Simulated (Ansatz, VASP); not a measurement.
# Cross-check of SnSe2 between VASP and Ansatz

One calculation is typed for both programs; each brings its own data sets and cutoff. How far apart do they land? The cell is generated by rule, not measured, and may not be a known phase. The cell comes out of the VASP series on this material, whose earlier steps may have relaxed, scaled or displaced it; both programs get it as it stands.

Method: plane waves, with VASP 6.6.1 beside it; band structure at PBE and band structure at PBE, spin-orbit coupling, in Ansatz 0.2.0.

The structure was built from a prototype and need not be the compound's stable phase.

## Step 1: Starting point

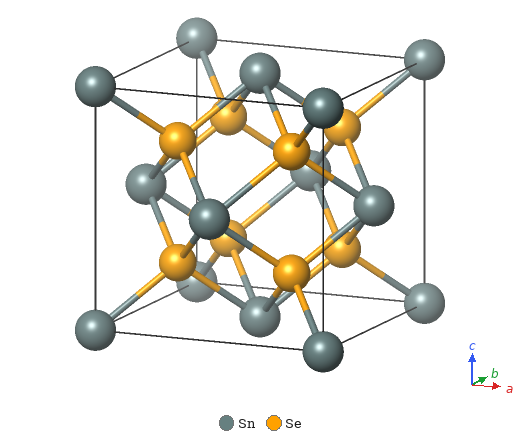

The cell as given, slightly off an axis (tin teal, selenium orange). This picture shows the conventional cell, with its axes. Some periodic images of atoms are drawn too.

Coordinates:

```cif
data_structure
_symmetry_space_group_name_H-M 'P 1'
_symmetry_Int_Tables_number 1
_cell_length_a 4.9761
_cell_length_b 4.9761
_cell_length_c 4.9761
_cell_angle_alpha 60.000
_cell_angle_beta 60.000
_cell_angle_gamma 60.000
_cell_volume 87.12
loop_
_atom_site_label
_atom_site_type_symbol
_atom_site_fract_x
_atom_site_fract_y
_atom_site_fract_z
_atom_site_occupancy
Sn1 Sn 0.00000 0.00000 0.00000 1
Se2 Se 0.25000 0.25000 0.25000 1
Se3 Se 0.75000 0.75000 0.75000 1
```

## Step 2: VASP: band structure, PBE

The same path points are solved in both programs, so levels can be compared one by one.

Lines of VASP's logs that name or quote its potential files are left out, and so is its time.

INCAR reads:

```
SYSTEM = SnSe2
PREC = Accurate
ENCUT = 400
EDIFF = 1E-06
NELM = 100
ISMEAR = 0
SIGMA = 0.02
LREAL = .FALSE.
ALGO = Normal
GGA = PE
NBANDS = 26
LORBIT = 11
LWAVE = .FALSE.
LCHARG = .FALSE.
KPAR = 4
ISIF = 2
```

POSCAR reads:

```
SnSe2
1.0
    0.0000000000      3.5186000000      3.5186000000
    3.5186000000      0.0000000000      3.5186000000
    3.5186000000      3.5186000000      0.0000000000
Sn Se
1 2
Direct
    0.0000000000      0.0000000000      0.0000000000
    0.2500000000      0.2500000000      0.2500000000
    0.7500000000      0.7500000000      0.7500000000
```

KPOINTS reads:

```
Automatic mesh
0
Gamma
10 10 10
0 0 0
```

KPOINTS_OPT reads:

```
Line mode
24
Line-mode
Reciprocal
  0.00000000   0.00000000   0.00000000 GAMMA
  0.50000000   0.00000000   0.50000000 X

  0.50000000   0.00000000   0.50000000 X
  0.50000000   0.25000000   0.75000000 W

  0.50000000   0.25000000   0.75000000 W
  0.37500000   0.37500000   0.75000000 K

  0.37500000   0.37500000   0.75000000 K
  0.00000000   0.00000000   0.00000000 GAMMA

  0.00000000   0.00000000   0.00000000 GAMMA
  0.50000000   0.50000000   0.50000000 L

  0.50000000   0.50000000   0.50000000 L
  0.62500000   0.25000000   0.62500000 U

  0.62500000   0.25000000   0.62500000 U
  0.50000000   0.25000000   0.75000000 W

  0.50000000   0.25000000   0.75000000 W
  0.50000000   0.50000000   0.50000000 L

  0.50000000   0.50000000   0.50000000 L
  0.37500000   0.37500000   0.75000000 K

  0.62500000   0.25000000   0.62500000 U
  0.50000000   0.00000000   0.50000000 X
```

Potentials, in the order of the species: Sn_d and Se (PBE family, release 64).

Run with:

```sh
$ mpirun -np 4 vasp_std
```

Numbers of over 12 decimals in the logs are rounded to 6 here.

The program printed:

```text
[banner, memory and clock lines left out]
running    4 mpi-ranks, on    1 nodes
 distrk:  each k-point on    1 cores,    4 groups
 distr:  one band on    1 cores,    1 groups

 POSCAR found type information on POSCAR SnSe
 POSCAR found :  2 types and       3 ions
 LDA part: xc-table for (Slater+PW92), standard interpolation
 POSCAR, INCAR and KPOINTS ok, starting setup
 FFT: planning ... GRIDC
 FFT: planning ... GRID_SOFT
 FFT: planning ... GRID
 WAVECAR not read
 entering main loop
       N       E                     dE             d eps       ncg     rms          rms(c)
DAV:   1     0.180594815180E+03    0.18059E+03   -0.99498E+03  2538   0.908E+02
DAV:   2     0.111141161894E+02   -0.16948E+03   -0.15963E+03  2628   0.283E+02
DAV:   3    -0.999953189860E+01   -0.21114E+02   -0.20759E+02  3034   0.859E+01
DAV:   4    -0.106767842116E+02   -0.67725E+00   -0.67543E+00  2856   0.166E+01
DAV:   5    -0.106930611242E+02   -0.16277E-01   -0.16275E-01  3454   0.261E+00    0.331E+00
DAV:   6    -0.105255374101E+02    0.16752E+00   -0.40087E-01  3282   0.378E+00    0.196E+00
DAV:   7    -0.105261849818E+02   -0.64757E-03   -0.54723E-02  3010   0.935E-01    0.919E-01
DAV:   8    -0.105277350874E+02   -0.15501E-02   -0.46816E-03  2678   0.520E-01    0.796E-02
DAV:   9    -0.105279541323E+02   -0.21904E-03   -0.34787E-04  2854   0.138E-01    0.510E-02
DAV:  10    -0.105281365122E+02   -0.18238E-03   -0.22348E-04  2600   0.720E-02    0.781E-03
DAV:  11    -0.105281453297E+02   -0.88174E-05   -0.18645E-05  2838   0.381E-02    0.387E-03
DAV:  12    -0.105281493972E+02   -0.40675E-05   -0.59194E-06  2602   0.927E-03    0.247E-03
DAV:  13    -0.105281497975E+02   -0.40029E-06   -0.67525E-07  2284   0.372E-03
   1 F= -.10528150E+02 E0= -.10527862E+02  d E =-.574610E-03
 Start KPOINTS_OPT (optional k-point list driver)
k-point batch [1-47\240]
       N       E                     dE             ncg
DAV:   1    -0.420865561433E+03   -0.24446E+05     2562
DAV:   2    -0.846247571065E+04   -0.80416E+04     2638
DAV:   3    -0.946718739937E+04   -0.10047E+04     3026
DAV:   4    -0.950009646719E+04   -0.32909E+02     2796
DAV:   5    -0.950088694928E+04   -0.79048E+00     3318
DAV:   6    -0.950090924559E+04   -0.22296E-01     3002
DAV:   7    -0.950091027503E+04   -0.10294E-02     3594
DAV:   8    -0.950091027998E+04   -0.49501E-05     2364
DAV:   9    -0.950091028021E+04   -0.23372E-06     1884
[...]
k-point batch [236-240\240]
       N       E                     dE             ncg
DAV:   1     0.266703150685E+05   -0.35230E+04      276
DAV:   2     0.258613756703E+05   -0.80894E+03      284
DAV:   3     0.257605122234E+05   -0.10086E+03      326
DAV:   4     0.257571514923E+05   -0.33607E+01      286
DAV:   5     0.257570700525E+05   -0.81440E-01      326
DAV:   6     0.257570670642E+05   -0.29883E-02      298
DAV:   7     0.257570670019E+05   -0.62263E-04      358
DAV:   8     0.257570670013E+05   -0.61458E-06      244
```

From OUTCAR (step 2):

```text
ion  position               nearest neighbor table
   1  0.000  0.000  0.000-   3 3.05   3 3.05   3 3.05   2 3.05   3 3.05   2 3.05   2 3.05   2 3.05

  LATTYP: Found a face centered cubic cell.
 ALAT       =     7.0372000000

 Subroutine GETGRP returns: Found 48 space group operations
 (whereof 48 operations were pure point group operations)

The static configuration has the point symmetry O_h .

 Found     47 irreducible k-points:

   k-points           NKPTS =     47   k-points in BZ     NKDIM =     47   number of bands    NBANDS=     26

   dimension x,y,z NGX =    32 NGY =   32 NGZ =   32
   dimension x,y,z NGXF=    64 NGYF=   64 NGZF=   64

   ENCUT  =  400.0 eV  29.40 Ry    5.42 a.u.   8.11  8.11  8.11*2*pi/ulx,y,z

   NELECT =      26.0000    total number of electrons

 k-points in reciprocal lattice and weights: Automatic mesh
   0.00000000  0.00000000  0.00000000       0.001
   0.10000000  0.00000000  0.00000000       0.008
   0.20000000  0.00000000  0.00000000       0.008
   0.30000000  0.00000000  0.00000000       0.008
   0.40000000  0.00000000  0.00000000       0.008
   0.50000000  0.00000000  0.00000000       0.004
   0.10000000  0.10000000  0.00000000       0.006
   0.20000000  0.10000000  0.00000000       0.024
   0.30000000  0.10000000  0.00000000       0.024
[...]
-0.30000000  0.40000000  0.20000000       0.024
  -0.30000000  0.50000000  0.20000000       0.012

 average (electrostatic) potential at core
       1-103.4424       2 -54.6077       3 -54.6077

 E-fermi :   3.4994

 k-point     1 :       0.0000    0.0000    0.0000
  band No.  band energies     occupation
    ...
     10       1.0320      2.00000
     11       1.0320      2.00000
     12       2.2797      2.00000
     13       2.2797      2.00000
     14       2.2797      2.00000
     15       5.6441      0.00000
     16       5.6441      0.00000
     17       5.6441      0.00000
     18       9.6799      0.00000
     19       9.6799      0.00000
    ...

 k-point     2 :       0.1000    0.0000    0.0000
  band No.  band energies     occupation
    ...
     10       0.9943      2.00000
     11       0.9943      2.00000
     12       2.2417      2.00000
     13       2.2417      2.00000
     14       2.7761      2.00000
     15       5.6902      0.00000
     16       5.7520      0.00000
     17       5.7520      0.00000
     18       9.8955      0.00000
     19       9.8955      0.00000
    ...

 k-point     3 :       0.2000    0.0000    0.0000
  band No.  band energies     occupation
    ...
      9       0.8311      2.00000
     10       0.9098      2.00000
     11       0.9098      2.00000
     12       2.1251      2.00000
     13       2.1251      2.00000
     14       3.5292      0.03494
     15       6.0455      0.00000
     16       6.0834      0.00000
     17       6.0834      0.00000
     18      10.4712      0.00000
    ...

  Total       -1.4471254     -1.4471254     -1.4471254      0.0000000     -0.0000000     -0.0000000
  in kB      -26.6119728    -26.6119728    -26.6119728      0.0000000     -0.0000000     -0.0000000
  external PRESSURE =     -26.6119728 kB  Pullay stress =       0.0000000 kB

  energy-cutoff  :      400.00
  volume of cell :       87.12
      direct lattice vectors                 reciprocal lattice vectors
     0.000000000  3.518600000  3.518600000    -0.142101972  0.142101972  0.142101972
     3.518600000  0.000000000  3.518600000     0.142101972 -0.142101972  0.142101972
     3.518600000  3.518600000  0.000000000     0.142101972  0.142101972 -0.142101972

 POSITION                                       TOTAL-FORCE (eV/Angst)
 -----------------------------------------------------------------------------------
      0.00000      0.00000      0.00000         0.000000     -0.000000      0.000000
      1.75930      1.75930      1.75930        -0.000000     -0.000000     -0.000000
      5.27790      5.27790      5.27790         0.000000      0.000000      0.000000
 -----------------------------------------------------------------------------------
    total drift:                                0.000000     -0.000000      0.000000

  FREE ENERGIE OF THE ION-ELECTRON SYSTEM (eV)
  ---------------------------------------------------
  free  energy   TOTEN  =       -10.5281497975 eV

  energy  without entropy=      -10.5275751872  energy(sigma->0) =      -10.52786249

 total charge
# of ion       s       p       d       tot
------------------------------------------
    1        1.291   0.683  10.004  11.977
    2        1.500   2.181   0.020   3.701
    3        1.500   2.181   0.020   3.701
--------------------------------------------------
tot          4.291   5.044  10.043  19.379

[... 3 further parts left out ...]
```

The run ends at a pressure of -2.66 GPa.

## Step 3: Ansatz: band structure, PBE

Ansatz runs on its default PAW (the set named soft_2) files.

The same cell, functional, mesh and smearing now go to Ansatz, which takes its cutoff from its data sets.

input.yaml reads:

```yaml
crystal:
  lattice:
    - [0.0, 3.5186, 3.5186]
    - [3.5186, 0.0, 3.5186]
    - [3.5186, 3.5186, 0.0]
  atoms:
    - { symbol: Sn, position: [0.0, 0.0, 0.0] }
    - { symbol: Se, position: [0.25, 0.25, 0.25] }
    - { symbol: Se, position: [0.75, 0.75, 0.75] }
hamiltonian:
  xc: pbe
  pseudopotentials: { kind: paw }
kpoints:
  mp_grid: { grid: [10, 10, 10] }
  band_path:
    path:
      - [0.0, 0.0, 0.0]
      - [0.17391, 0.0, 0.17391]
      - [0.34783, 0.0, 0.34783]
      - [0.5, 0.0, 0.5]
      - [0.5, 0.08696, 0.58696]
      - [0.5, 0.18478, 0.68478]
      - [0.49457, 0.25543, 0.75]
      - [0.45109, 0.29891, 0.75]
      - [0.40761, 0.34239, 0.75]
      - [0.34239, 0.34239, 0.68478]
      - [0.21196, 0.21196, 0.42391]
      - [0.08152, 0.08152, 0.16304]
      - [0.04348, 0.04348, 0.04348]
      - [0.23913, 0.23913, 0.23913]
      - [0.41304, 0.41304, 0.41304]
      - [0.5163, 0.46739, 0.5163]
      - [0.55978, 0.38043, 0.55978]
      - [0.6087, 0.28261, 0.6087]
      - [0.60326, 0.25, 0.64674]
      - [0.55978, 0.25, 0.69022]
      - [0.5163, 0.25, 0.7337]
      - [0.5, 0.30435, 0.69565]
      - [0.5, 0.3913, 0.6087]
      - [0.5, 0.47826, 0.52174]
      - [0.47283, 0.47283, 0.55435]
      - [0.42391, 0.42391, 0.65217]
      - [0.38043, 0.38043, 0.73913]
      - [0.59239, 0.18478, 0.59239]
      - [0.54891, 0.09783, 0.54891]
      - [0.5, 0.0, 0.5]
    npoints: 1
scf:
  occupations: { method: gaussian, width: 0.02 }
  n_extra_bands: 7
output:
  forces: true
  stress: true
  eigenvalues: true
  write_density: true
  write_potential: true
  elf: true
  volumetric_format: npy
```

Run with:

```sh
$ ansatz run input.yaml --threads 2 --pin off --max-ram 4608MiB --backend cpu --events-out ev --progress --plain --runs-dir out
```

The program printed:

```text
scf.n_extra_bands = 7 over 23 filled bands (N_el = 46.0): the run solves 30 bands
Engine: ansatz 0.2.0, aarch64-unknown-linux-gnu
Pseudopotentials: kind: paw
Pseudopotential: Sn, paw, valence charge 14, recommended cutoff 420 eV (normal), Sn.paw.azcp
Pseudopotential: Se, paw, valence charge 16, recommended cutoff 420 eV (normal), Se.paw.azcp
Functional definition: PBE
  parameter kappa = 0.804
  parameter beta = 0.066725
  exchange = pbe_x(kappa = kappa, mu = beta*pi^2/3)
  correlation = pbe_c(beta = beta)
Crystal: 3 atoms, lattice volume = 87.124 Å³
Basis set: ecut = 420 eV, 1687 PW (Γ), exchange–correlation on 72×72×72 points (8 copies of the dense FFT grid, shifted against one another)
Bands: 30, of which v1, the nominal top of the filled ones, is band 23 counted from 1 (22 counted from 0)
Symmetry: 48 space group operations
Space group: Fm-3m (ITA 225), of the structure as read, at distance tolerance 4.4e-5 Å
k-points: 47 of 1000
Non-local potential: Sn, projectors of the file, l = 0: 2, l = 1: 2, l = 2: 2, l = 3: 2
Non-local potential: Se, projectors of the file, l = 0: 2, l = 1: 2, l = 2: 3, l = 3: 1
PAW form: soft (Blöchl's): semilocal exchange-correlation on the pseudo side does not see the compensation charge
PAW one-centre angular grid: Sn, 590 points (default); XC on 64 Gauss nodes
PAW one-centre angular grid: Se, 590 points (default); XC on 64 Gauss nodes
Initial density: superposition of atomic densities (neutral atoms: chi_scale 0, normalization atom), corrected by the library's trained network
Initial wavefunctions: pseudopotential atomic-orbital guess
Functional: x = pbe(κ = 0.804, μ = 0.219515), c = pbe(β = 0.066725)
SCF iter   1: F=—  HF=-16962.045631 eV  |F-HF|=—  |Δ(HF+E_count)|=         —  Δρ=1.24e-3  dr2=1.99e-3  ethr=1.77e-3  ⟨swp⟩=6.5  Hψ=6266  notcnv=0
preconditioner: auto → LDOS  [insulator: Δε(μ)=0.039 eV  Ē_g=16.329 eV  σ=0.020 eV  W_gap=0.82  n_scr=14 (ndim 8)  ℏωp=20.3 eV  f_vac=0.096  D(μ)=2.98/eV (n_scr^D=14)  ε∞_Penn≈2.5  β→1.0]
SCF iter   2: F=—  HF=-16962.044980 eV  |F-HF|=—  |Δ(HF+E_count)|=   6.51e-4  Δρ=3.66e-4  dr2=1.63e-4  ethr=4.32e-6  ⟨swp⟩=2.0  Hψ=3084  notcnv=0  defer=109
SCF iter   3: F=—  HF=-16962.044896 eV  |F-HF|=—  |Δ(HF+E_count)|=   8.30e-5  Δρ=2.82e-4  dr2=4.04e-5  ethr=3.54e-7  ⟨swp⟩=2.0  Hψ=2577  notcnv=0  defer=109
SCF iter   4: F=—  HF=-16962.044865 eV  |F-HF|=—  |Δ(HF+E_count)|=   3.15e-5  Δρ=7.70e-5  dr2=2.99e-6  ethr=8.78e-8  ⟨swp⟩=2.0  Hψ=2382  notcnv=0  defer=109
SCF iter   5: F=—  HF=-16962.044864 eV  |F-HF|=—  |Δ(HF+E_count)|=   1.19e-6  Δρ=1.18e-5  dr2=2.18e-7  ethr=6.50e-9  ⟨swp⟩=2.0  Hψ=1852  notcnv=0  defer=109
SCF iter   6: F=-16962.044864 eV  HF=-16962.044864 eV  |F-HF|=5.53e-9  |Δ(HF+E_count)|=   1.95e-7  Δρ=3.43e-6  dr2=4.58e-9  ethr=2.17e-10  ⟨swp⟩=12.6  Hψ=11344  notcnv=0
SCF 1 converged in 6 iterations: F = -16962.044864 eV  dr2 = 4.58e-9
  Residual-converged pass: ⟨swp⟩=1.0  Hψ=1599  notcnv=0  max |occ|·‖R‖ = 7.1e-9 eV (tolerance 1.0e-8 eV)  dr2=4.58e-9  dr2_onsite=6.87e-9  max |Δocc| = 5.2e-11
  greatest PAW one-centre occupation: 1.000 electrons in one spin orbital (limit 2), on the Se atom at site 2 (counted from 0), in its partial waves of l = 2
NSCF: frozen V_eff on 30 k-points
SCF converged after 6 iterations
Free energy (F): -16962.044864 eV
Harris-Foulkes:  -16962.044864 eV  (|F-HF|=5.53e-9)
Internal energy: -16962.044286 eV  (E = F + TS)
E sigma→0 (E₀):  -16962.044575 eV
Entropy (-TS):   -0.000578 eV (-0.193 meV/atom)
Fermi energy:    7.004357 eV
--- Per-component energies (eV) ---
  E_band       = -919.867192
  E_kinetic    = 417.760355
  E_local      = -6057.002336  (includes V_loc(G=0)·N_el)
  E_nonlocal   = -1222.866839
  E_hartree    = 3073.932626
  E_xc         = -588.402968
  E_vxc        = -288.702724  (∫ρ·V_xc dr)
  E_paw        = -7958.391833  (= ΣΔE_a)
  E_vpaw       = 83.084598  (= ΣTr[D̂ρ^β])
  E_aug_tail   = -0.001178  (compensation charges beyond the density's cutoff)
  E_ewald      = -4627.072113
  E_smearing   = -0.000578  (= −TS)
  E_closure    = 0.000000  (closes the sum)
  Σ components = -16962.044864   (vs F -16962.044864, Δ=0.00e0)
--- Forces (eV/Å), atoms counted from 1 ---
  atom   1  Sn     0.00000000    -0.00000000    -0.00000000
  atom   2  Se    -0.00000000    -0.00000000    -0.00000000
  atom   3  Se     0.00000000     0.00000000    -0.00000000
  max |Σ_I F_I| component: 1.85e-17 eV/Å
--- Stress (GPa, compression-positive) ---
       -2.643680      -0.000000       0.000000
       -0.000000      -2.643680       0.000000
       -0.000000      -0.000000      -2.643680
  P = ⅓ Tr σ = -2.6437 GPa (-26.437 kbar)
--- Band table (eV; the first three rows and the last of 47) ---
  k-point 0: bands = [... 19 lower, 4.5371, 4.5371, 5.7844, 5.7844, 5.7844, 9.1515, 9.1515, 9.1515, ... 3 higher]
  k-point 1: bands = [... 19 lower, 4.4994, 4.4994, 5.7464, 5.7464, 6.2809, 9.1974, 9.2594, 9.2594, ... 3 higher]
  k-point 2: bands = [... 19 lower, 4.4150, 4.4150, 5.6299, 5.6299, 7.0340, 9.5523, 9.5908, 9.5908, ... 3 higher]
  k-point 46: bands = [... 19 lower, 4.0112, 5.1387, 6.6059, 7.3178, 7.4644, 10.7158, 10.8714, 11.5096, ... 3 higher]
```

The job ended after 11 s (2 threads of Arm Neoverse N1, shared host; peak memory 0.42 GiB).

In the SCF lines HF is the Harris–Foulkes energy and dr2 the Hartree energy of the density residual, in eV; the loop may stop once dr2 is under the threshold and the program's other checks hold. Hψ counts applications of the Hamiltonian.

## Step 4: Side by side

Known differences besides the PAW data sets themselves: the data sets hold 46 valence electrons in Ansatz (default PAW (the set named soft_2) files) and 26 in VASP; the cutoff is 420 eV in Ansatz and 400 eV in VASP; VASP leaves aspherical gradient terms in its spheres out (LASPH is not set), Ansatz keeps them. Total energies have different zeros and are not compared.

Both answers:

```csv
quantity,Ansatz,VASP,difference
pressure (GPa),-2.64,-2.66,+0.02
```

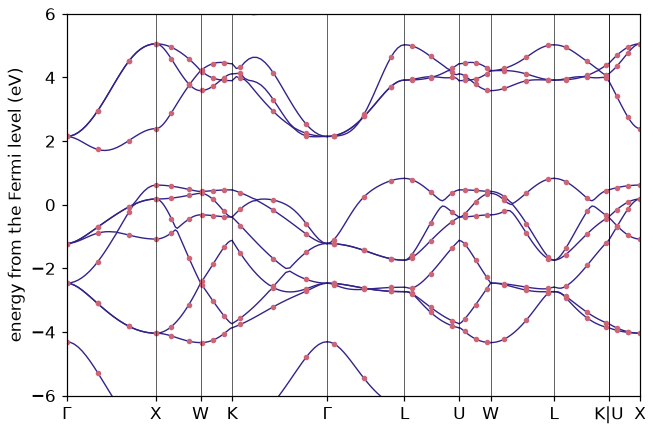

Bands from VASP (lines) and levels from Ansatz (dots). Dots without a line are higher empty bands that the VASP plot leaves out.

Levels from 3 eV below to 2 eV above the Fermi level differ by 1 meV r.m.s. and 2 meV at most; each VASP level is matched to the nearest of Ansatz, which flatters the figure a little. Ansatz's pressure holds a Pulay correction of 0.02 GPa; VASP's holds none.

## Step 5: What moves the difference

An all-electron run, which needs no data sets, serves as referee.

```csv
run,r.m.s. difference of levels near the Fermi level (meV)
as above,0.59
Ansatz's all-electron LAPW method,0.68
```

(Continued in part 2 of 2.)

[Lines on the potential files, build, host, timing and source positions are cut from VASP's logs without a mark.]

[Logs are printed without paths, hosts, clocks, repeated set-up lines and the standing remarks that a program may print on its own settings, such as how far it seeks lower states.]

[Hosts, paths, dates, database ids (printed as entryN), source tags and the programs' standing remarks are cut or masked in the printed files.]
